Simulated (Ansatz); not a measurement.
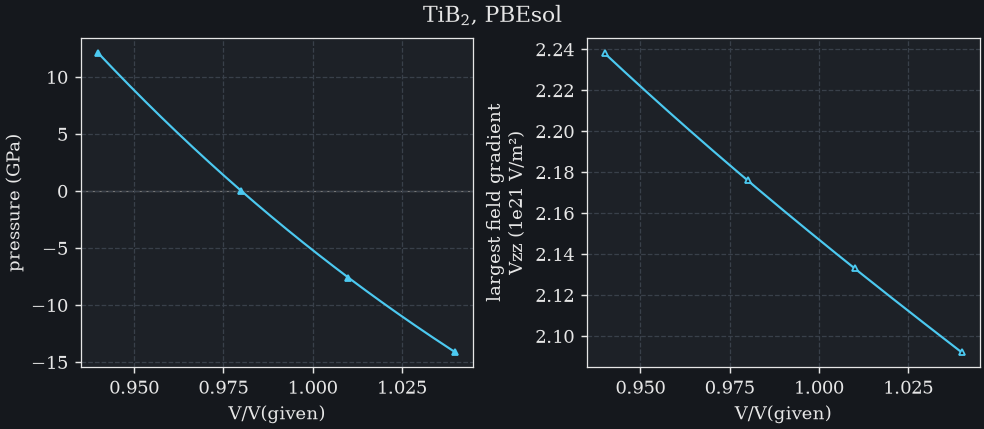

The plot gives the computed pressure and largest field gradient Vzz against V/V(given) for TiB₂, space group P6/mmm (No. 191).

Cell as given: a = 3.029 Å, b = 3.029 Å, c = 3.228 Å, α = 90.00°, β = 90.00°, γ = 120.00°; 3 atoms.

Calculation (Ansatz 0.2.0): periodic Kohn-Sham DFT of a crystal at fixed atoms, scaled to the stated factor times the given cell; pressure positive in compression. Level: PBEsol.

```tsv
setting	value
method	all-electron PAW
relativity	scalar
k mesh	14×14×11
occupations	Fermi–Dirac
smearing width	0.03 eV
nucleus	Gaussian
```

V(given) is 8.55 Å³/atom.

What does the pressure do across the range?

It falls from 12.1 GPa at V/V(given) 0.94 to −14.2 GPa at 1.04, and changes sign near 0.98.

How does the largest field gradient Vzz vary with V/V(given)?

It falls from 2.238 1e21 V/m² at V/V(given) 0.94 to 2.092 1e21 V/m² at 1.04.

Keep in mind: no gap: field gradients move with the k mesh; shape and atomic fractions are frozen while scaling, which makes layered, chain and framework solids too stiff.
